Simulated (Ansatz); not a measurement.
# Run report: TiO₂, geometry relaxation (part 2 of 3)

TiO₂ (slab, 18 atoms in the cell); DFT PBEsol, scalar-relativistic, plane waves, PAW, no spin polarisation (Ansatz 0.2.0); cutoff 420 eV, 9×6×1 k-mesh, Gaussian smearing of 0.05 eV. The structure derives from an entry of the Crystallography Open Database. It belongs to a series of runs on one base structure; here: (1 0 0) slab, atoms relaxed.

Geometry of the input (Å; fractional positions):
```
2.9390  0.0000  0.0000
0.0000  4.5912  0.0000
0.0000  0.0000  27.8759
O  0.5000  0.8044  0.2690
O  0.0000  0.3044  0.2870
Ti 0.5000  0.5000  0.3192
O  0.0000  0.6956  0.3514
O  0.5000  0.1956  0.3693
Ti 0.0000  0.0000  0.4015
O  0.5000  0.8044  0.4338
O  0.0000  0.3044  0.4517
Ti 0.5000  0.5000  0.4839
O  0.0000  0.6956  0.5161
O  0.5000  0.1956  0.5340
Ti 0.0000  0.0000  0.5662
O  0.5000  0.8044  0.5985
O  0.0000  0.3044  0.6164
Ti 0.5000  0.5000  0.6486
O  0.0000  0.6956  0.6808
O  0.5000  0.1956  0.6987
Ti 0.0000  0.0000  0.7310
```

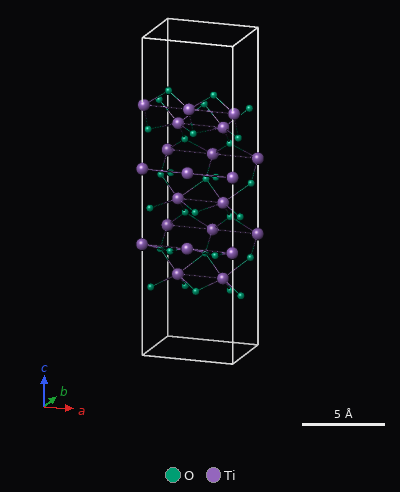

The geometry at step 19 of the log (ball-and-stick view of the 2 × 1 repeat of the cell, with the vacuum cut short, seen slightly off an axis).

What the program printed, continued
```
relax step  15: F+E_penalty+E_count = -21591.93390812 eV  Δ(F+E_penalty+E_count) = -9.767e-4 eV  max|allowed force component| = 2.983e-1 eV/Å  Δτ_max = 0.1428 Å  (15 SCF iters, dr2 threshold 1.98e-5 eV, accepted)
SCF 16 converged in 13 iterations: F = -21591.953787 eV  dr2 = 4.38e-6
relax step  16: F+E_penalty+E_count = -21591.95378655 eV  Δ(F+E_penalty+E_count) = -1.988e-2 eV  max|allowed force component| = 1.361e-1 eV/Å  Δτ_max = 0.0509 Å  (13 SCF iters, dr2 threshold 1.08e-5 eV, accepted)
SCF 17 converged in 13 iterations: F = -21591.959845 eV  dr2 = 2.21e-6
relax step  17: F+E_penalty+E_count = -21591.95984535 eV  Δ(F+E_penalty+E_count) = -6.059e-3 eV  max|allowed force component| = 9.466e-2 eV/Å  Δτ_max = 0.0762 Å  (13 SCF iters, dr2 threshold 3.86e-6 eV, accepted)
SCF 18 converged in 13 iterations: F = -21591.964843 eV  dr2 = 1.64e-6
relax step  18: F+E_penalty+E_count = -21591.96484319 eV  Δ(F+E_penalty+E_count) = -4.998e-3 eV  max|allowed force component| = 1.695e-1 eV/Å  Δτ_max = 0.1072 Å  (13 SCF iters, dr2 threshold 1.87e-6 eV, accepted)
SCF 19 converged in 10 iterations: F = -21591.968118 eV  dr2 = 1.03e-5
relax step  19: F+E_penalty+E_count = -21591.96811775 eV  Δ(F+E_penalty+E_count) = -3.275e-3 eV  max|allowed force component| = 1.120e-1 eV/Å  Δτ_max = 0.0471 Å  (10 SCF iters, dr2 threshold 1.39e-5 eV, accepted)
SCF 20 converged in 11 iterations: F = -21591.968258 eV  dr2 = 4.99e-6
relax step  20: F+E_penalty+E_count = -21591.96825784 eV  Δ(F+E_penalty+E_count) = -1.401e-4 eV  max|allowed force component| = 1.929e-1 eV/Å  Δτ_max = 0.0358 Å  (11 SCF iters, dr2 threshold 5.48e-6 eV, accepted)
SCF 21 converged in 9 iterations: F = -21591.970154 eV  dr2 = 1.01e-5
relax step  21: F+E_penalty+E_count = -21591.97015372 eV  Δ(F+E_penalty+E_count) = -1.896e-3 eV  max|allowed force component| = 7.144e-2 eV/Å  Δτ_max = 0.0251 Å  (9 SCF iters, dr2 threshold 1.62e-5 eV, accepted)
SCF 22 converged in 14 iterations: F = -21591.970573 eV  dr2 = 3.15e-7
relax step  22: F+E_penalty+E_count = -21591.97057276 eV  Δ(F+E_penalty+E_count) = -4.190e-4 eV  max|allowed force component| = 4.174e-2 eV/Å  Δτ_max = 0.0271 Å  (14 SCF iters, dr2 threshold 7.00e-7 eV, accepted)
SCF iter   1: F=—  HF=-21591.971454 eV  |F-HF|=—  |Δ(HF+E_count)|=         —  Δρ=6.68e-4  dr2=2.93e-3  ethr=9.25e-6  p=0.341 e·Å  D=1.64e-1 V/Å  ΔV_dip=-4.58 eV  dr2_dipole=4.60e-4  V_vac-E_F(+/−)=4.59/9.17 eV  ⟨swp⟩=2.1  Hψ=3148  notcnv=0  defer=179
efield: sawtooth ramp at fractional position 0.9800 (handed on by an earlier solve), width 0.0400; the density the first Hamiltonian is built on has a dipole p = 0.341 e·Å; the dipole correction subtracts the counter field D = 1.64e-1 V/Å, which shifts the + side's vacuum level by -4.58 eV against the − side's; the planar-averaged density in the ramp window peaks in size at 4.5e-6 e/Å³
preconditioner: auto → LDOS  [metal: Δε(μ)=0.007 eV  Ē_g=9.583 eV  σ=0.050 eV  W_gap=0.08  n_scr=72 (ndim 8)  ℏωp=18.8 eV  f_vac=0.466  D(μ)=14.08/eV (n_scr^D=106)  β→1.0]
SCF iter   2: F=—  HF=-21591.971833 eV  |F-HF|=—  |Δ(HF+E_count)|=   3.79e-4  Δρ=9.68e-4  dr2=5.45e-3  ethr=2.03e-6  p=0.340 e·Å  D=1.64e-1 V/Å  ΔV_dip=-4.57 eV  dr2_dipole=1.64e-4  V_vac-E_F(+/−)=4.60/9.17 eV  ⟨swp⟩=2.0  Hψ=3221  notcnv=0  defer=194
SCF iter   3: F=—  HF=-21591.971034 eV  |F-HF|=—  |Δ(HF+E_count)|=   7.99e-4  Δρ=2.34e-4  dr2=2.73e-4  ethr=2.03e-6  p=0.341 e·Å  D=1.64e-1 V/Å  ΔV_dip=-4.57 eV  dr2_dipole=1.76e-5  V_vac-E_F(+/−)=4.60/9.17 eV  ⟨swp⟩=2.0  Hψ=2720  notcnv=0  defer=194
SCF iter   4: F=—  HF=-21591.971017 eV  |F-HF|=—  |Δ(HF+E_count)|=   1.71e-5  Δρ=1.27e-4  dr2=1.58e-4  ethr=1.89e-7  p=0.341 e·Å  D=1.64e-1 V/Å  ΔV_dip=-4.57 eV  dr2_dipole=5.65e-5  V_vac-E_F(+/−)=4.60/9.17 eV  ⟨swp⟩=3.0  Hψ=2612  notcnv=0  defer=194
SCF iter   5: F=—  HF=-21591.971012 eV  |F-HF|=—  |Δ(HF+E_count)|=   4.77e-6  Δρ=8.30e-5  dr2=8.71e-5  ethr=1.10e-7  p=0.341 e·Å  D=1.64e-1 V/Å  ΔV_dip=-4.57 eV  dr2_dipole=3.37e-5  V_vac-E_F(+/−)=4.60/9.17 eV  ⟨swp⟩=2.0  Hψ=2035  notcnv=0  defer=194
SCF iter   6: F=—  HF=-21591.970843 eV  |F-HF|=—  |Δ(HF+E_count)|=   1.69e-4  Δρ=1.04e-4  dr2=8.27e-5  ethr=6.05e-8  p=0.340 e·Å  D=1.64e-1 V/Å  ΔV_dip=-4.57 eV  dr2_dipole=1.84e-5  V_vac-E_F(+/−)=4.60/9.17 eV  ⟨swp⟩=2.0  Hψ=2385  notcnv=0  defer=189
SCF iter   7: F=—  HF=-21591.970837 eV  |F-HF|=—  |Δ(HF+E_count)|=   6.04e-6  Δρ=4.18e-5  dr2=2.41e-5  ethr=5.74e-8  p=0.340 e·Å  D=1.64e-1 V/Å  ΔV_dip=-4.56 eV  dr2_dipole=1.43e-5  V_vac-E_F(+/−)=4.61/9.17 eV  ⟨swp⟩=2.0  Hψ=2333  notcnv=0  defer=188
SCF iter   8: F=—  HF=-21591.970839 eV  |F-HF|=—  |Δ(HF+E_count)|=   1.51e-6  Δρ=1.71e-5  dr2=1.45e-6  ethr=1.68e-8  p=0.340 e·Å  D=1.64e-1 V/Å  ΔV_dip=-4.56 eV  dr2_dipole=4.40e-8  V_vac-E_F(+/−)=4.61/9.17 eV  ⟨swp⟩=2.0  Hψ=2190  notcnv=0  defer=188
SCF iter   9: F=—  HF=-21591.970841 eV  |F-HF|=—  |Δ(HF+E_count)|=   2.08e-6  Δρ=1.02e-5  dr2=6.28e-7  ethr=1.01e-9  p=0.340 e·Å  D=1.64e-1 V/Å  ΔV_dip=-4.56 eV  dr2_dipole=8.71e-8  V_vac-E_F(+/−)=4.61/9.17 eV  ⟨swp⟩=2.5  Hψ=2385  notcnv=0  defer=188
SCF iter  10: F=—  HF=-21591.970841 eV  |F-HF|=—  |Δ(HF+E_count)|=   4.14e-7  Δρ=9.24e-6  dr2=5.55e-7  ethr=4.36e-10  p=0.340 e·Å  D=1.64e-1 V/Å  ΔV_dip=-4.56 eV  dr2_dipole=7.19e-8  V_vac-E_F(+/−)=4.61/9.17 eV  ⟨swp⟩=2.4  Hψ=2190  notcnv=0  defer=188
SCF iter  11: F=—  HF=-21591.970841 eV  |F-HF|=—  |Δ(HF+E_count)|=   4.12e-8  Δρ=6.28e-6  dr2=3.38e-7  ethr=3.85e-10  p=0.340 e·Å  D=1.64e-1 V/Å  ΔV_dip=-4.56 eV  dr2_dipole=7.41e-8  V_vac-E_F(+/−)=4.61/9.17 eV  ⟨swp⟩=2.0  Hψ=2011  notcnv=0  defer=188
SCF iter  12: F=—  HF=-21591.970841 eV  |F-HF|=—  |Δ(HF+E_count)|=  8.08e-10  Δρ=4.48e-6  dr2=1.89e-7  ethr=2.35e-10  p=0.340 e·Å  D=1.64e-1 V/Å  ΔV_dip=-4.56 eV  dr2_dipole=4.15e-8  V_vac-E_F(+/−)=4.61/9.17 eV  ⟨swp⟩=1.7  Hψ=1626  notcnv=0  defer=188
iter 13 did not close the SCF: its close was put off until two iterations running show no level that it waits for move by more than its bar (scf_convergence_deferred on its scf_iter line)
SCF iter  13: F=-21591.970842 eV  HF=-21591.970841 eV  |F-HF|=1.38e-7  |Δ(HF+E_count)|=   2.22e-7  Δρ=2.72e-6  dr2=5.46e-8  ethr=6.94e-11  p=0.340 e·Å  D=1.64e-1 V/Å  ΔV_dip=-4.56 eV  dr2_dipole=5.36e-9  V_vac-E_F(+/−)=4.61/9.17 eV  ⟨swp⟩=15.1  Hψ=13968  notcnv=0
iter 14 did not close the SCF: its close was put off until two iterations running show no level that it waits for move by more than its bar (scf_convergence_deferred on its scf_iter line)
SCF iter  14: F=-21591.970842 eV  HF=-21591.970842 eV  |F-HF|=4.36e-8  |Δ(HF+E_count)|=   1.09e-7  Δρ=1.86e-6  dr2=3.14e-8  ethr=3.79e-11  p=0.340 e·Å  D=1.64e-1 V/Å  ΔV_dip=-4.56 eV  dr2_dipole=9.67e-9  V_vac-E_F(+/−)=4.61/9.17 eV  ⟨swp⟩=8.2  Hψ=11716  notcnv=0
SCF iter  15: F=-21591.970842 eV  HF=-21591.970842 eV  |F-HF|=6.75e-8  |Δ(HF+E_count)|=   1.14e-8  Δρ=1.04e-6  dr2=3.88e-9  ethr=2.18e-11  p=0.340 e·Å  D=1.64e-1 V/Å  ΔV_dip=-4.56 eV  dr2_dipole=2.35e-11  V_vac-E_F(+/−)=4.61/9.17 eV  ⟨swp⟩=8.0  Hψ=11218  notcnv=0
SCF 23 converged in 15 iterations: F = -21591.970842 eV  dr2 = 3.88e-9
relax step  23: F+E_penalty+E_count = -21591.97084168 eV  Δ(F+E_penalty+E_count) = -2.689e-4 eV  max|allowed force component| = 1.572e-2 eV/Å  Δτ_max = 0.0069 Å  (15 SCF iters, accepted)
```

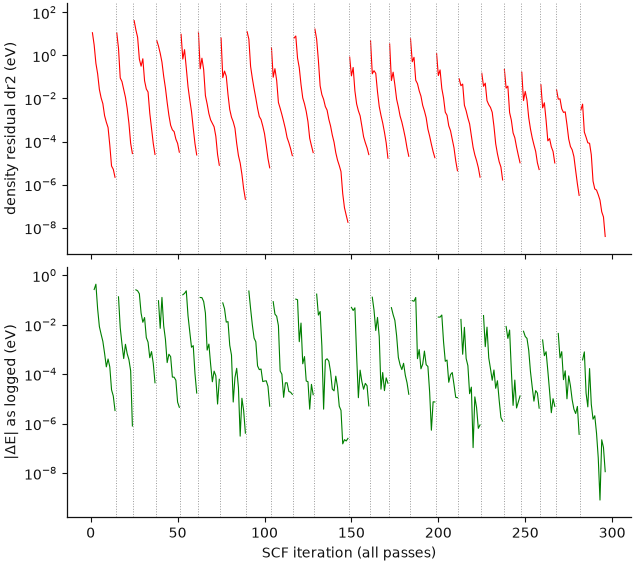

Convergence of the self-consistent field: density residual dr2 and size of the energy change against the SCF iteration. The dotted lines part the SCF passes of the relaxation: geometry steps, rejected trials and re-solves on a re-selected basis. The 23 passes take 9 to 20 iterations each, 296 in all.

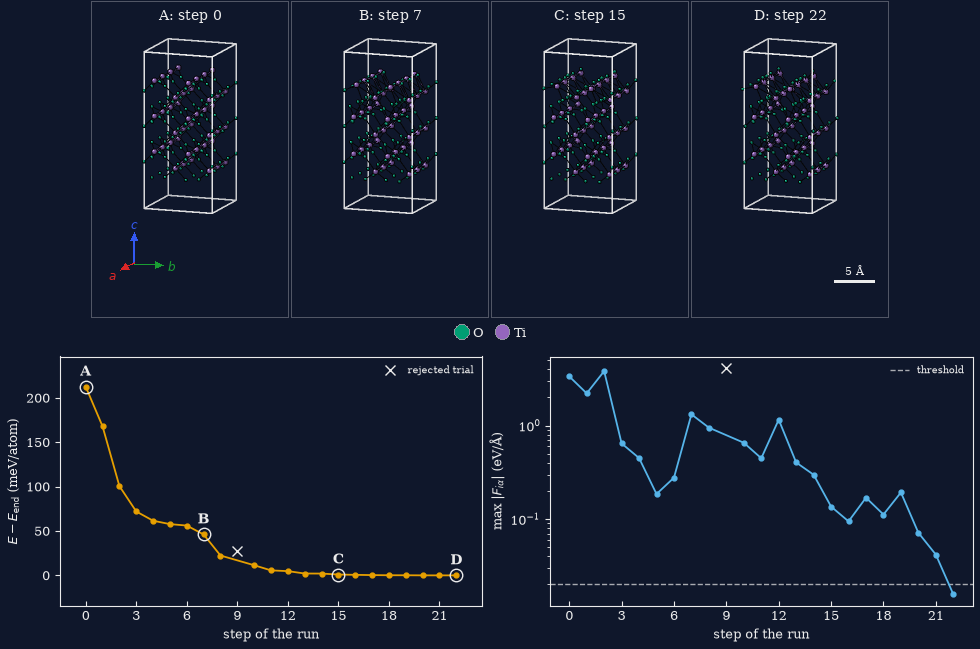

Frames of the relaxation (ball-and-stick view of the 3 × 2 repeat of the cell, with the vacuum cut short (origin shifted), seen slightly off an axis) above the curves, on which the letters mark them (the first geometry is step 0 here and step 1 in the log).

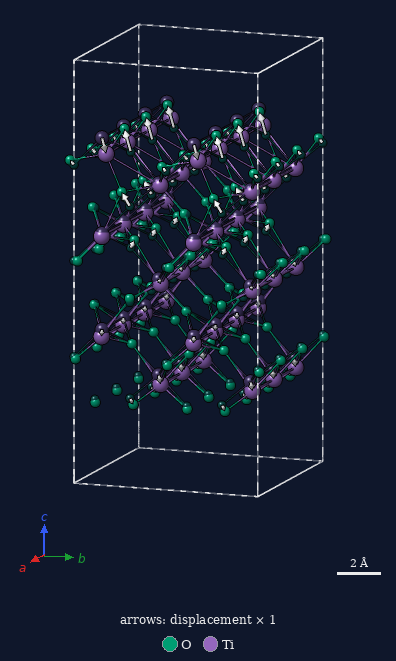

Start (faint) and end (solid) with the displacements as white arrows, at true length (ball-and-stick view of the 3 × 2 repeat of the cell, with the vacuum cut short (origin shifted), seen slightly off an axis). O17 moves most: 1.14 Å. Largest moves by element: O 1.14 Å, Ti 0.79 Å. The lattice vectors keep their values. Distances before and after: O14–Ti18 3.486 → 1.926 Å, Ti15–O17 1.977 → 3.140 Å, Ti15–Ti18 3.564 → 3.077 Å, Ti12–O14 1.977 → 2.407 Å. New bonds form: O14–Ti18 (3.49 → 1.93 Å). Bonds break: Ti15–O17 (1.98 → 3.14 Å). Among the angles that change: Ti12–O14–Ti15 130.8° → 110.2°, O16–Ti18–O17 90.0° → 108.7°, Ti15–O16–Ti18 130.8° → 116.0°. After 22 geometry steps the energy has fallen by 213 meV per atom. The largest force component goes from 3.4 to 0.016 eV/Å. The line search rejected the trial step at point 9 (counted from 0) and went back. (Atoms are counted from 1 in the order of the input.)

```
WARN: The output density's exchange-correlation potential varies sharply where the density is thin. Do not read a vacuum level from v_tot or v_xc, or from such a field of the output density. On a cell that repeats whose density bears no net charge and no dipole along the vacuum's axis use v_es (v_loc + v_h of the components); under efield.dipole_correction with no amplitude use v_es + v_field, which holds any external_charges[].barrier, or the levels of the report's work_function block, which leave it out; under a non-zero efield.amplitude the vacuum is tilted and has no level; on a cell that repeats and bears such a dipole with no correction it is tilted too, and efield.dipole_correction with no amplitude gives each side of its ramp a level where efield: is served; in a cell that repeats whose density bears a net charge (total_charge, or a fill off its count) it is curved and has none; of a slab under crystal.periodic whose density bears no net charge use v_es, which has a level on each side, short of where the two are joined; of another it falls or rises all the way out and has none; of a slab beside external_charges read slab_vacuum_level instead, which it has where they leave it neutral. The grid or the basis barely resolves most such structure, and the values can differ between equally converged runs; as a rule a tighter scf.convergence.dr2_threshold does not remove it. Where the density itself ripples (under the LDA too) a higher basis.ecutwfc lessens it. The files hold the spikes' plane waves up to the density's cutoff. Files: v_tot_of_output_density and the like, and their columns of v_z.tsv (output.write_potential); v_xc_of_output_density and the like, and their columns of v_comp_z.tsv (output.write_potential_components). Measured: with its Gaussian average of σ = 0.25 Å subtracted twice, the exchange-correlation potential is over 0.1 eV at 695 of the grid points where the equally averaged density (valence and model cores) is under 1e-3 e/Å³, and 0.263 eV at the most among them, at an averaged density of 3.3e-7 e/Å³. The input density's (outcome.potential() and, of a run that writes arrays, v_tot and v_xc) is over 0.1 eV, so measured, at 326 points of its own thin density, 0.243 eV at the most. See output.write_potential in the manual, Limitations
SCF converged after 15 iterations
Free energy (F): -21591.970842 eV
Harris-Foulkes:  -21591.970842 eV  (|F-HF|=6.75e-8)
Internal energy: -21591.953273 eV  (E = F + TS)
E sigma→0 (E₀):  -21591.962058 eV
Entropy (-TS):   -0.017568 eV (-0.976 meV/atom)
Fermi energy:    1.703449 eV
Dipole field:    D = 0.163705 V/Å  (p = 0.340297 e·Å, saw-weighted, corrected)
Work function:   Φ+ = 4.6067 eV   Φ− = 9.1701 eV
Levels:          The Fermi level and band energies are counted from a zero that moves with the ramp; work functions are not
--- Per-component energies (eV) ---
  E_band       = -2377.582833
  E_kinetic    = 3736.240856
  E_local      = -166342.244178  (includes V_loc(G=0)·N_el)
  E_nonlocal   = 614.263609
  E_hartree    = 81452.312436
  E_xc         = -1456.843444
  E_vxc        = -1853.891230  (∫ρ·V_xc dr)
  E_paw        = -7952.926390  (= ΣΔE_a)
  E_vpaw       = -1435.673753  (= ΣTr[D̂ρ^β])
  E_aug_tail   = 0.029670  (compensation charges beyond the density's cutoff)
  E_efield     = 0.027854  (sawtooth field / dipole correction)
  E_vefield    = -0.933959  (∫n·V_field dr)
  E_ewald      = 68355.926554
  E_core_change = 1.259761  (= ΣΔE_core)
  E_smearing   = -0.017568  (= −TS)
  E_closure    = 0.000000  (closes the sum)
  Σ components = -21591.970842   (vs F -21591.970842, Δ=0.00e0)
--- Forces (eV/Å), atoms counted from 1 ---
  atom   1  O      0.00000000     0.00483381    -0.00566622
  atom   2  O     -0.00000000    -0.00370338    -0.00860340
  atom   3  Ti    -0.00000000    -0.00920689     0.00278632
  atom   4  O      0.00000000    -0.00280835     0.00119679
  atom   5  O      0.00000000     0.00517197    -0.00384732
  atom   6  Ti     0.00000000     0.01572095     0.00288485
  atom   7  O     -0.00000000    -0.01071628     0.01455142
  atom   8  O     -0.00000000     0.00268267     0.00629164
  atom   9  Ti    -0.00000000     0.00773514     0.00475819
  atom  10  O     -0.00000000    -0.00937135    -0.01359195
  atom  11  O      0.00000000    -0.00486652    -0.00601223
  atom  12  Ti     0.00000000    -0.00569587     0.01267398
  atom  13  O      0.00000000    -0.00088009     0.00113539
  atom  14  O     -0.00000000     0.00940756    -0.00870599
  atom  15  Ti    -0.00000000     0.00891830    -0.00934346
  atom  16  O     -0.00000000    -0.00309095    -0.00193536
  atom  17  O     -0.00000000     0.00191088     0.00092081
  atom  18  Ti     0.00000000    -0.00601608     0.01051290
  max |Σ_I F_I| component: 2.55e-5 eV/Å
--- Band table (eV; the first three rows and the last of 20) ---
  k-point 0: bands = ["-56.4847", "-56.4228", "-56.3485", "-55.6683", "-54.7598", "-53.3742", "-33.1300", "-33.0296", "-32.9295", "-32.9221", "-32.8403", "-32.8206", "-32.6755", "-32.6594", "-32.5234", "-32.1536", "-32.0831", "-31.9159", "-31.2557", "-31.1835", "-31.0133", "-29.9174", "-29.8490", "-29.6490", "-18.8724", "-17.9915", "-17.6189", "-17.5489", "-17.1517", "-16.5890", "-16.3588", "-15.8380", "-15.4375", "-14.9489", "-14.2330", "-13.4011", "-5.9167", "-5.4247", "-5.0399", "-4.7264", "-4.6349", "-4.4404", "-4.4321", "-4.0005", "-3.9379", "-3.8847", "-3.7162", "-3.4334", "-3.2022", "-3.1865", "-3.0778", "-3.0719", "-2.7587", "-2.5008", "-2.3428", "-2.3105", "-2.2530", "-2.0946", "-1.5752", "-1.5716", "-1.5147", "-1.3193", "-1.2734", "-0.7340", "-0.5195", "-0.4220", "-0.0697", "0.2912", "0.5608", "0.7167", "1.5738", "1.9025", "1.9277", "2.1992", "2.4783", "2.7634", "3.1170", "3.1625", "3.4528", "3.7019", "3.7260", "3.8796", "4.0486", "4.2897", "4.3835", "4.5602", "4.8092", "5.0086", "5.0293", "5.2070"]
```
